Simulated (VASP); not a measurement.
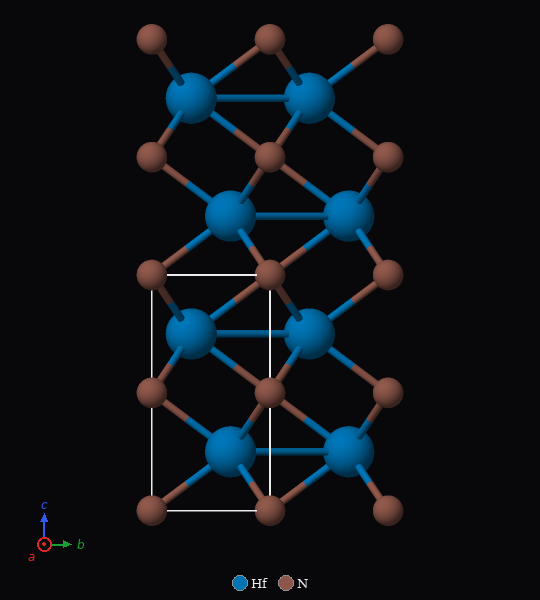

Projection along an edge of the hexagonal mesh, stacking direction c upwards. Every atom sits on one of the three columns of the mesh; call them A, B, C in the order in which they first turn up. The sequence starts with the first layer at or above the cell's origin.

HfN: a cell listed in the Materials Project, as set up for an electronic-structure calculation.

Question: Read off the stacking sequence over one period.

Answer: N(A) – Hf(B) – N(A) – Hf(C) (four layers in 5.42 Å).

Question: How are the N layers alone stacked?

Answer: N layers alone: AA, a sequence in which some neighbouring layers lie directly above each other.

Question: Which positions between or in the N layers do the other atoms fill?

Answer: Hf: two trigonal-prismatic sites in each hexagonal cell.
